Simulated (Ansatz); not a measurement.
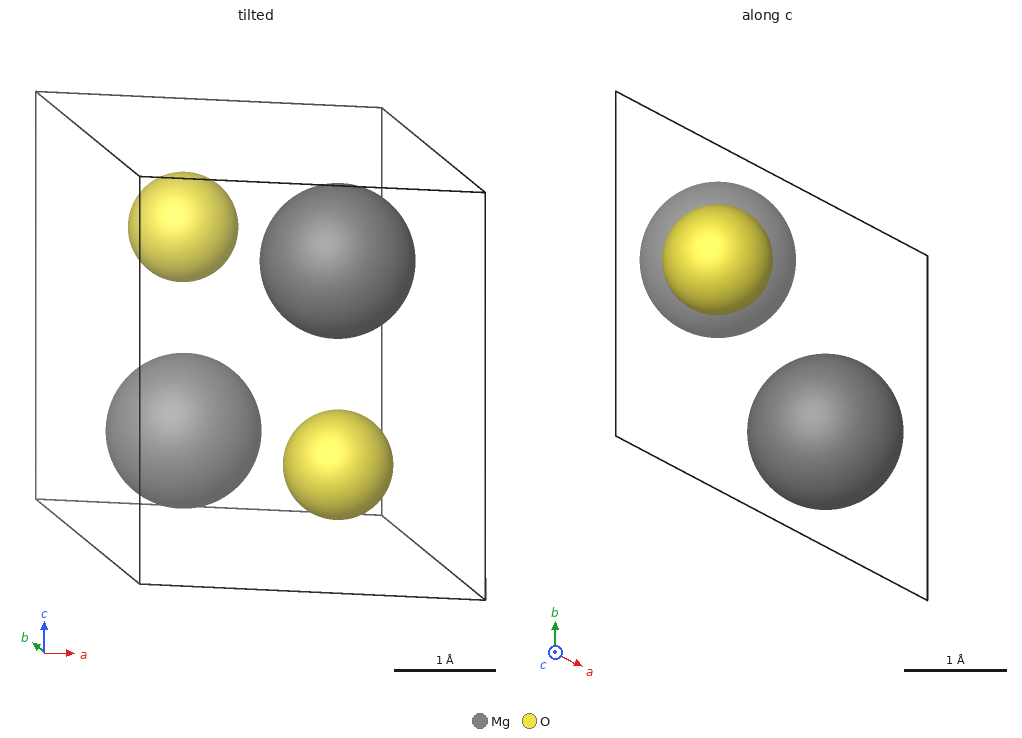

A spheres-only rendering, viewed slightly off an axis and along the c axis. The lines enclose the simulation cell; boundary atoms appear with their images.

The calculation's input:
```yaml
crystal:
  lattice:
    - [3.484019785, 0.0872746956, 0.0]
    - [-1.666427789, 2.9736122933, 0.0]
    - [0.0, 0.0, 4.185320444]
  atoms:
    - { symbol: Mg, position: [0.3274900004, 0.6670421619, 0.25] }
    - { symbol: Mg, position: [0.6725099996, 0.3329578381, 0.75] }
    - { symbol: O, position: [0.673884572, 0.3328658332, 0.25] }
    - { symbol: O, position: [0.326115428, 0.6671341668, 0.75] }
kpoints:
  mp_grid: { grid: [6, 6, 4] }
  band_path:
    path:
      - [0.0, 0.0, 0.0]
      - [0.5, 0.0, 0.0]
      - [0.3333333333, 0.3333333333, 0.0]
      - [0.0, 0.0, 0.5]
      - [0.5, 0.0, 0.5]
      - [0.3333333333, 0.3333333333, 0.5]
    npoints: 1
hamiltonian:
  xc: hse06
scf:
  occupations: { method: fixed }
  n_extra_bands: 5
output:
  forces: true
  stress: true
  eigenvalues: true
```
Run as:
```sh
ansatz run input.yaml --threads 4 --pin off --max-ram 3686MiB --backend cpu --events-out ev --progress --plain --runs-dir out
```

All computed values are from Ansatz 0.2.0, DFT, HSE06, plane waves, PAW. Settings: a kinetic-energy cutoff of 420 eV, a 6×6×4 k-point grid, no spin polarisation.

**What is the band gap, if any?**

An insulator at this level, with a gap of 5.04 eV, direct.

**What is the computed pressure?**

The computed pressure is -0.2 GPa (stretched: it would shrink). The stress isn't hydrostatic: its largest component is 1.7 GPa.

The model was built from a structure type filled with these elements by a generator (whether the compound takes this form wasn't checked). The cell was then strained or its atoms displaced on purpose. It was run through Ansatz as a DFT input.
